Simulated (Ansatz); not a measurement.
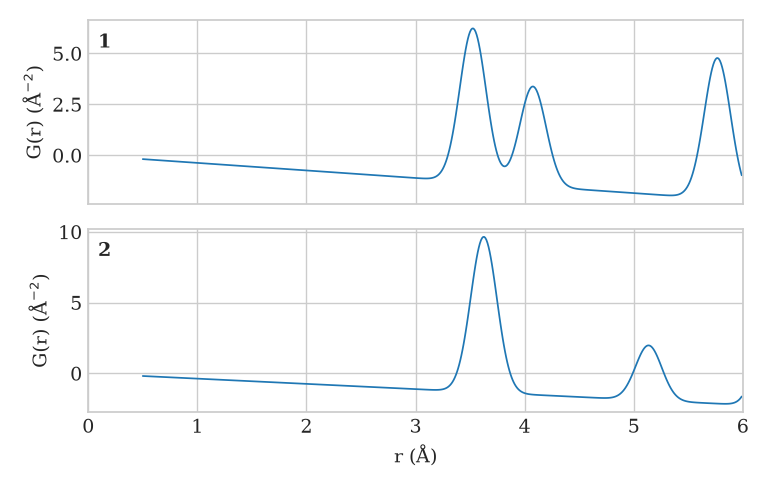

Each curve is a calculated X-ray PDF: distances of the static structure, each pair weighted by the product of the atomic numbers (X-ray weights at Q = 0), broadened by Gaussians with σ = 0.12 Å. There is no Q-range truncation.

Candidate polymorphs:

A. 
```
Y
1.0
     5.13942    0.00000    0.00000
     0.00000    5.13942    0.00000
     0.00000    0.00000    5.13942
Y
4
Direct
  0.00000 0.00000 0.00000
  0.00000 0.50000 0.50000
  0.50000 0.00000 0.50000
  0.50000 0.50000 0.00000
```

B. 
```
Y
1.0
     4.07817    0.00000    0.00000
     0.00000    4.07817    0.00000
     0.00000    0.00000    4.07817
Y
2
Direct
  0.00000 0.00000 0.00000
  0.50000 0.50000 0.50000
```

All cells are input geometries of electronic-structure calculations (not necessarily at equilibrium); the starting structure was generated, so it need not be a known form of this composition.

### Which PDF belongs to which candidate?

curve 1 is B (Y, first clear peaks at 3.53 Å (Y–Y) and 4.08 Å (Y–Y)); curve 2 is A (Y, first clear peaks at 3.63 Å (Y–Y) and 5.14 Å (Y–Y)).
